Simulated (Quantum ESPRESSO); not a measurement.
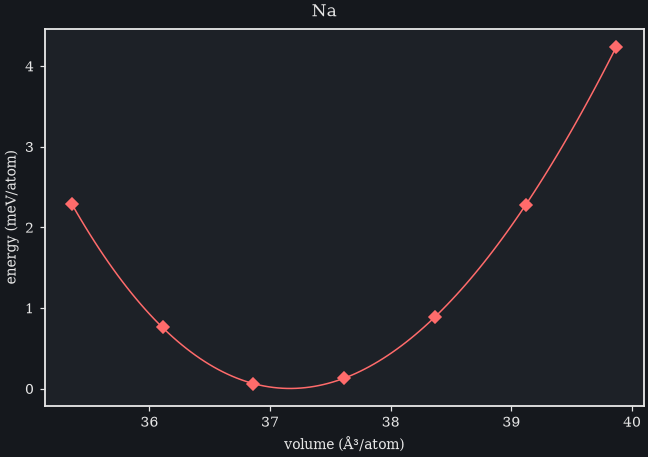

The picture above shows the energy against volume for Na, space group I4/mmm (No. 139).

Structure:
```cif
data_structure
_symmetry_space_group_name_H-M 'P 1'
_symmetry_Int_Tables_number 1
_cell_length_a 3.7532
_cell_length_b 3.7532
_cell_length_c 3.7532
_cell_angle_alpha 119.587
_cell_angle_beta 119.587
_cell_angle_gamma 90.716
_cell_volume 37.61
loop_
_atom_site_label
_atom_site_type_symbol
_atom_site_fract_x
_atom_site_fract_y
_atom_site_fract_z
_atom_site_occupancy
Na1 Na 0.00000 0.00000 0.00000 1
```

How it was computed, with Quantum ESPRESSO 7.5: plane-wave DFT, no spin polarisation; energies at scaled volumes of the given cell, shape and fractions fixed, counted from the fit's minimum, third-order Birch-Murnaghan fit. Level: PBE.

```csv
setting,value
k mesh,10×10×10
occupations,Fermi–Dirac
smearing width,0.05 eV
potentials,SSSP 1.3 efficiency PBE
wave cutoff,748.3 eV
density cutoff,5987 eV
```

From this curve and the settings, what does the calculation give for the pressure at the same points?

The pressure falls from 0.43 GPa at volume 35.36 Å³/atom to −0.47 GPa at 39.87 Å³/atom, and changes sign near 37.21 Å³/atom.

```tsv
volume (Å³/atom)	pressure (GPa)
35.36	0.43
36.11	0.24
36.86	0.07
37.61	-0.08
38.37	-0.22
39.12	-0.35
39.87	-0.47
```

Limits of the calculation: shape and atomic fractions are frozen while scaling, which makes layered, chain and framework solids too stiff.
